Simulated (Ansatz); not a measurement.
Sc12H: several calculations on one system

**1. Relaxation**

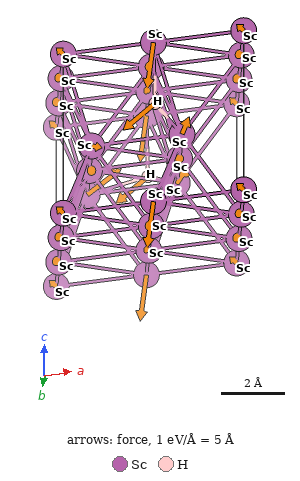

Starting geometry of a defect cell of composition Sc12H with the computed forces as orange arrows. A ball-and-stick model of the cell of the calculation, seen from a free direction.

It is an interstitial H in hcp Sc. The run prepares the start of a later molecular dynamics calculation, from a guessed geometry.

Method: DFT PBEsol, scalar-relativistic, plane waves, PAW (Ansatz 0.2.0).

The input:
```yaml
accuracy: low
crystal:
  lattice:
    - [6.62, 0.0, 0.0]
    - [-4.965, 8.599632, 0.0]
    - [0.0, 0.0, 5.27614]
  atoms:
    - { symbol: Sc, position: [0.0, 0.0, 0.0] }
    - { symbol: Sc, position: [0.1666667, 0.2222222, 0.5] }
    - { symbol: Sc, position: [0.0, 0.3333333, 0.0] }
    - { symbol: Sc, position: [0.1666667, 0.5555556, 0.5] }
    - { symbol: Sc, position: [0.0, 0.6666667, 0.0] }
    - { symbol: Sc, position: [0.1666667, 0.8888889, 0.5] }
    - { symbol: Sc, position: [0.5, 0.0, 0.0] }
    - { symbol: Sc, position: [0.6666667, 0.2222222, 0.5] }
    - { symbol: Sc, position: [0.5, 0.3333333, 0.0] }
    - { symbol: Sc, position: [0.6666667, 0.5555556, 0.5] }
    - { symbol: Sc, position: [0.5, 0.6666667, 0.0] }
    - { symbol: Sc, position: [0.6666667, 0.8888889, 0.5] }
    - { symbol: H, position: [0.5081734, 0.0009388, 0.6159644] }
basis:
  ecutwfc: 420.0
kpoints:
  mp_grid: { grid: [2, 1, 2] }
hamiltonian:
  xc: pbesol
scf:
  occupations: { method: fermi_dirac, width: 0.15 }
  lower_state_search: "off"
relax:
  f_tol: 0.08
  max_steps: 25
  adjacent_minimum: "off"
```

Command:
```bash
ansatz run input.yaml --threads 1 --pin off --max-ram 3072MiB --backend cpu --events-out ev --progress --plain --runs-dir out
```

Is this structure relaxed? If not, where do the atoms go?

Answer. It isn't relaxed: the largest force vector, on Sc7, is 0.31 eV/Å. The final displacements follow the starting forces only in part (cosine between the two patterns 0.76). The energy falls by 34.7 meV per cell of the calculation in 2 accepted moves (3 points after the start). The largest force component goes from 0.3 to 0.04 eV/Å. The line search rejected the trial step at point 1 of the run. The largest move is that of H13, 0.099 Å roughly along −c. Largest moves by element: H 0.099 Å, Sc 0.080 Å. The cell doesn't change. Some distances before and after: Sc7–Sc12 3.258 → 3.367 Å, Sc6–Sc7 3.258 → 3.175 Å, Sc7–Sc8 3.258 → 3.332 Å, Sc7–Sc8 (another image) 3.258 → 3.193 Å. Bond angles that change, for instance: Sc6–H13–Sc8 109.6° → 114.0°, Sc7–H13–Sc8 108.0° → 104.5°, Sc7–H13–Sc12 109.2° → 105.9°.

Limits of the set-up: the k-point mesh is coarse for a cell with partly filled bands; the program's low-accuracy preset was used; the periodic images lie only 5.3 Å apart, so the values are limited by the cell's size.

**2. Dynamics**

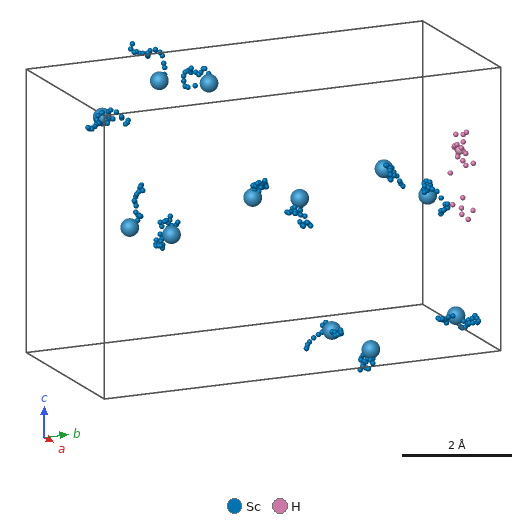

Molecular dynamics of Sc with an interstitial H (13 atoms in the cell), 300 fs long. It starts from the last geometry of an earlier run, with fresh velocities. Dots mark each atom's position at evenly spaced times, in the colour of its element; spheres stand at the starting positions. Seen slightly off an axis in the simulation cell.

All numbers below come from DFT PBEsol, scalar-relativistic, plane waves, PAW in Ansatz. Settings: plane-wave cutoff 420 eV; k-point mesh 2 × 1 × 2; Fermi-Dirac smearing 0.15 eV; low-accuracy preset; Langevin thermostat (NVT); set temperature 1260 K; time step 1.5 fs; friction 0.05 per fs.

Input
```yaml
accuracy: low
crystal:
  lattice:
    - [6.62, 0.0, 0.0]
    - [-4.965, 8.599632, 0.0]
    - [0.0, 0.0, 5.27614]
  atoms:
    - { symbol: Sc, position: [-0.05783137, 0.00590802, -0.01530771] }
    - { symbol: Sc, position: [0.19926594, 0.22172812, 0.43611631] }
    - { symbol: Sc, position: [0.06294066, 0.32323576, -0.08556238] }
    - { symbol: Sc, position: [0.13452927, 0.54480579, 0.47633539] }
    - { symbol: Sc, position: [-0.00638014, 0.67363281, 0.0591184] }
    - { symbol: Sc, position: [0.14430751, 0.87410818, 0.52334579] }
    - { symbol: Sc, position: [0.46021457, -0.00637174, 0.03624027] }
    - { symbol: Sc, position: [0.70926716, 0.22663992, 0.49364891] }
    - { symbol: Sc, position: [0.57779697, 0.34722529, -0.01368629] }
    - { symbol: Sc, position: [0.6613123, 0.55958797, 0.5576579] }
    - { symbol: Sc, position: [0.47727467, 0.67721627, 0.04071383] }
    - { symbol: Sc, position: [0.64134565, 0.88639277, 0.50901767] }
    - { symbol: H, position: [0.48445088, -0.00115404, 0.62506772] }
basis:
  ecutwfc: 420.0
kpoints:
  mp_grid: { grid: [2, 1, 2] }
hamiltonian:
  xc: pbesol
scf:
  occupations: { method: fermi_dirac, width: 0.15 }
  lower_state_search: "off"
  max_iter: 91
md:
  timestep: 1.5
  n_steps: 200
  ensemble: nvt_langevin
  temperature: 1260.0
  initial_velocities: maxwell_boltzmann
  seed: 740262
  friction: 0.05
```

Launched with:
```bash
ansatz run input.yaml --threads 1 --pin off --max-ram 3072MiB --backend cpu --events-out ev --progress --plain --runs-dir out
```

Question: How do the atoms move?

Answer: In the second half of the run the atoms are, in the root-mean-square, this far from where they began (common drift taken out): H 0.69 Å, Sc 0.46 Å. Against the typical shortest distance between atoms in the first frame, about 3.0 Å these are wide excursions, but the first-neighbour bonds of the start all hold: the network flexes, or its layers or units shift against each other, without breaking. The time step of 1.5 fs is long for the fastest vibrations here (lightest element hydrogen).

Limits of the set-up: the k-point mesh is coarse for a cell with partly filled bands; the program's low-accuracy preset was used; the periodic images lie only 5.3 Å apart, so the values are limited by the cell's size.

**3. Energy conservation**

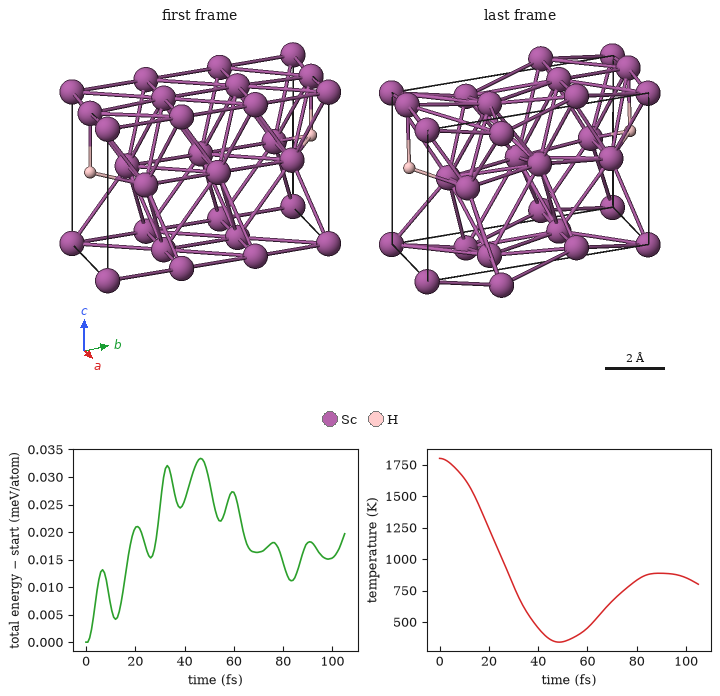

A Born-Oppenheimer molecular dynamics run of Sc with an interstitial H (13 atoms in the cell), 105 fs long. Style: ball-and-stick. Shown: the simulation cell, slightly off an axis. Bonds to atoms that aren't drawn are left out.

Level of theory: DFT PBEsol, scalar-relativistic, plane waves, PAW (Ansatz). Set-up: plane-wave cutoff 420 eV; k-point mesh 2 × 1 × 2; Fermi-Dirac smearing 0.15 eV; low-accuracy preset; constant energy (NVE); velocities drawn for 1800 K; time step 0.75 fs.

> Check the integration.

The total energy stays between 0 and 0.033 meV per atom of its start. A straight-line fit has a slope that amounts to +0.0035 meV per atom over 105 fs (under 0.1 % of the mean kinetic energy), and the ripple about it is under 0.1 % of the kinetic energy's fluctuation. With a drift under 2 % and a ripple under 7 %, the integration is accurate. The mean temperature in the second half is 717 K (standard deviation 178 K). The first frame carries almost no forces, so kinetic energy first flows into potential energy: the temperature drops from 1800 to 340 K within 49 fs, and without a thermostat its mean stays below the start. The potential energy is still drifting at the end, so the run hasn't reached equilibrium. The potential energy in the second half lies on average 129 meV per atom above the first frame.

Limits of the set-up: the k-point mesh is coarse for a cell with partly filled bands; the program's low-accuracy preset was used; the periodic images lie only 5.3 Å apart, so the values are limited by the cell's size.

The run took 6.3 min on 1 thread of Intel(R) Xeon(R) Platinum 8488C (Sapphire Rapids), with other jobs on the host, peak memory 0.76 GiB.
